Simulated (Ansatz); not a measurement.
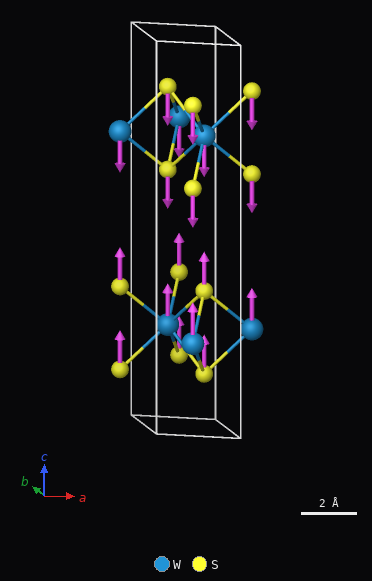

One vibrational mode of solid WS2 at the zone centre. Displacements are drawn as pink arrows; their common scale and sign are arbitrary. Style: ball-and-stick. Shown: the cell of the calculation, slightly off an axis.

Computed with DFT PBE, scalar-relativistic, plane waves, PAW (Ansatz 0.2.0). (plane-wave cutoff 420 eV; k-point mesh 12 × 12 × 2; occupations fixed; no spin polarisation)

Frequencies are those without the non-analytic (LO–TO) term.

What mode is this, and where does it lie in the spectrum?

Answer. This is the B₁g mode at 7 cm⁻¹, optical level 2 of 6, counted from below, silent by symmetry (neither infrared- nor Raman-active). All motion is along c; whole layers move rigidly against one another; the kinetic energy is shared as W 74 %, S 26 %. The frequency is so near zero that its sign isn't certain.
